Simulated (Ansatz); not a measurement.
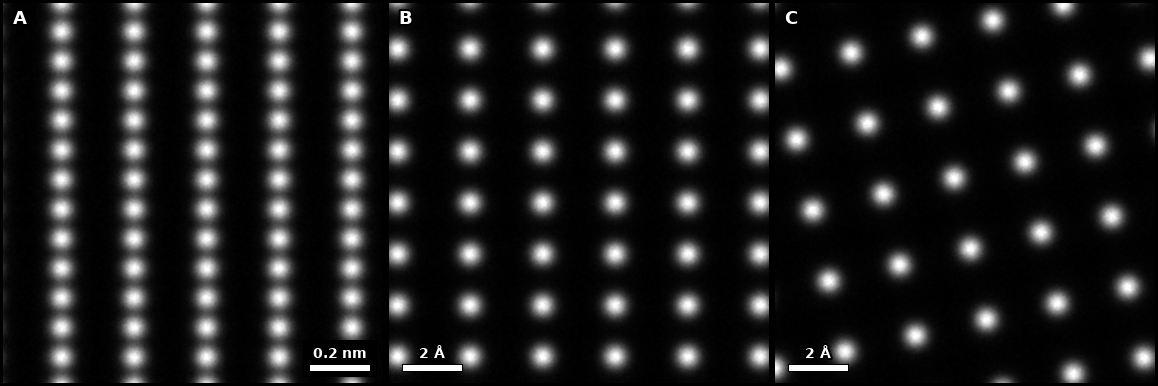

Three views of Cd (Im-3m, No. 229) along different zone axes. Simulation: incoherent imaging, intensity Z^1.8 per atom, probe width 0.60 Å, thin sample. The probe carries 15 % of its weight in a tail 2.5 times as wide. Shot noise was added. Structure used: the input geometry of an electronic-structure calculation (not necessarily at equilibrium); the starting structure was generated, so it need not be a known form of this composition.

```
CELL_PARAMETERS angstrom
3.50946 0.00000 0.00000
0.00000 3.50946 0.00000
0.00000 0.00000 3.50946
ATOMIC_POSITIONS crystal
Cd 0.00000 0.00000 0.00000
Cd 0.50000 0.50000 0.50000
```

> Match the panels to the zone axes [001], [110] and [211].

A is [211]: projected cell 1.01 × 2.48 Å, 90°, plane group p2mm. B is [110]: projected cell 1.75 × 2.48 Å, 90°, plane group p2mm. C is [001]: projected cell 2.48 × 2.48 Å, 90°, plane group p4mm.
